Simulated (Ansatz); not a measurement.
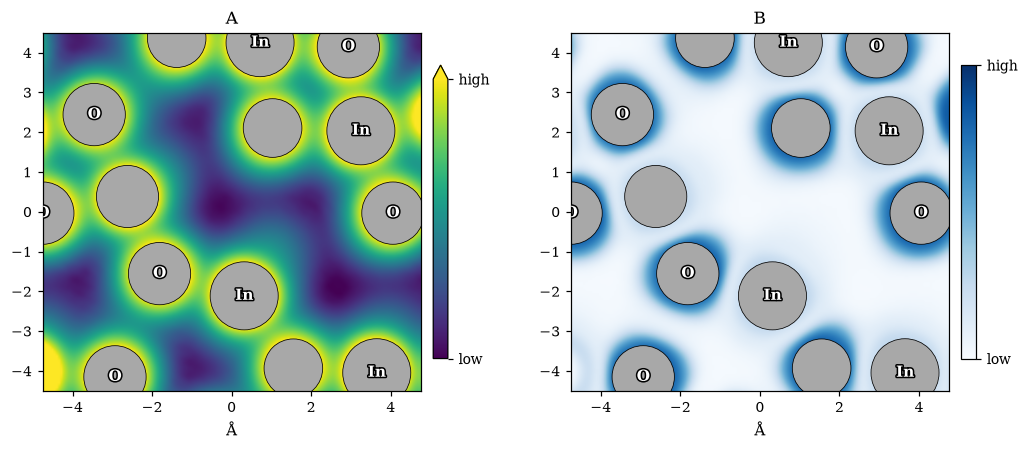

In$_{2}$O$_{3}$: 2 fields on the (100) plane of the calculation cell, with unlabelled colour scales. Grey discs cover the atomic cores.

Space group Ia-3.

These are results of DFT PBEsol, scalar-relativistic, plane waves, PAW (Ansatz), not measurements.

```
In O
1.0
    -5.08065    5.08065    5.08065
     5.08065   -5.08065    5.08065
     5.08065    5.08065   -5.08065
In O
16 24
Direct
  0.50000 0.50000 0.50000
  0.50000 0.00000 0.00000
  0.00000 0.50000 0.00000
  0.00000 0.00000 0.50000
  0.25000 0.71598 0.46598
  0.75000 0.78402 0.03402
  0.46598 0.25000 0.71598
  0.03402 0.75000 0.78402
  0.71598 0.46598 0.25000
  0.78402 0.03402 0.75000
  0.75000 0.28402 0.53402
  0.25000 0.21598 0.96598
  0.53402 0.75000 0.28402
  0.96598 0.25000 0.21598
  0.28402 0.53402 0.75000
  0.21598 0.96598 0.25000
  0.53672 0.77217 0.54454
  0.72763 0.99219 0.95546
  0.96328 0.50781 0.23545
  0.77237 0.72783 0.26455
  0.54454 0.53672 0.77217
  0.95546 0.72763 0.99219
  0.23545 0.96328 0.50781
  0.26455 0.77237 0.72783
  0.77217 0.54454 0.53672
  0.99219 0.95546 0.72763
  0.50781 0.23545 0.96328
  0.72783 0.26455 0.77237
  0.46328 0.22783 0.45546
  0.27237 0.00781 0.04454
  0.03672 0.49219 0.76455
  0.22763 0.27217 0.73545
  0.45546 0.46328 0.22783
  0.04454 0.27237 0.00781
  0.76455 0.03672 0.49219
  0.73545 0.22763 0.27217
  0.22783 0.45546 0.46328
  0.00781 0.04454 0.27237
  0.49219 0.76455 0.03672
  0.27217 0.73545 0.22763
```

### Which field does each panel show? The fields are: electron localisation function and valence pseudo-density.

Panel A: valence pseudo-density. Panel B: electron localisation function. From the grid: In–O (2.14 Å): ρ at the midpoint is about 0.55 e/Å³; the ELF peaks at about 0.85 in the valence shell of O, 0.6 Å from its nucleus, and is about 0.15 at the midpoint (no shared electron pair shows on this line). In–O (2.21 Å): ρ at the midpoint is about 0.47 e/Å³; the ELF peaks at about 0.85 in the valence shell of O, 0.6 Å from its nucleus, and is about 0.15 at the midpoint: no shared electron pair shows on this line.
